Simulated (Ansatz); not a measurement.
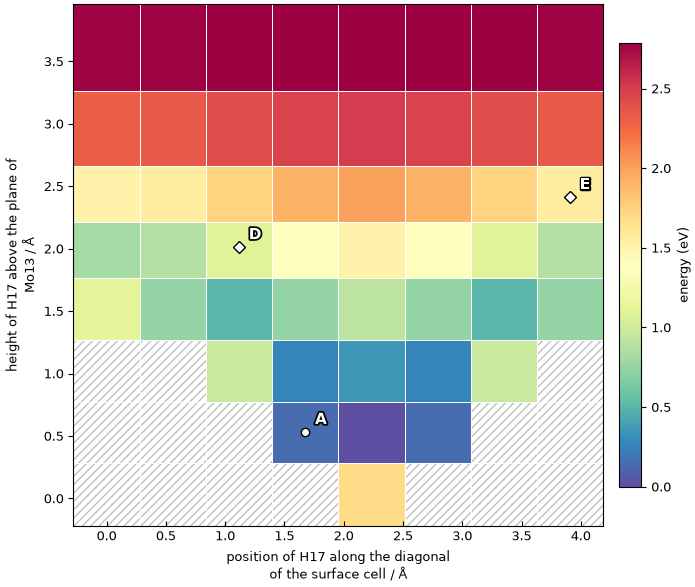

H on a Mo(100) slab cut from the Im-3m phase, its upper half relaxed before the scan (16 atoms of substrate and one adsorbate in a 2 × 2 cell). H is moved along a line over the surface and along the normal, above a rigid substrate. First axis: position of H17 along the diagonal of the surface cell, from above Mo13. Second axis: height of H17 above the plane of Mo13. Grid: 8 × 8 points; 31 points were computed and 18 follow by symmetry. At 15 points there is no value (left out of the scan, as a rule where atoms come close). Points are written as (first, second). Energies: eV, counted from the lowest grid point. Method: DFT PBE, scalar-relativistic, plane waves, PAW in Ansatz 0.2.0. Settings: cutoff 420 eV, k-mesh 4×4×1, gaussian smearing 0.1 eV, spin-polarised.

Drawn: one coloured cell a grid point, hatched blanks where no value was computed, lettered points.

Is A the lowest point of the computed grid?

No. A lies 0.15 eV above the lowest grid point, which is at (2.23 Å, 0.53 Å) [nearest 1 Mo at 1.91 Å].

Rank the lettered points by energy, lowest first.

A (0.15 eV), D (1.10 eV), E (1.56 eV).

PAW datasets: the set soft_1.
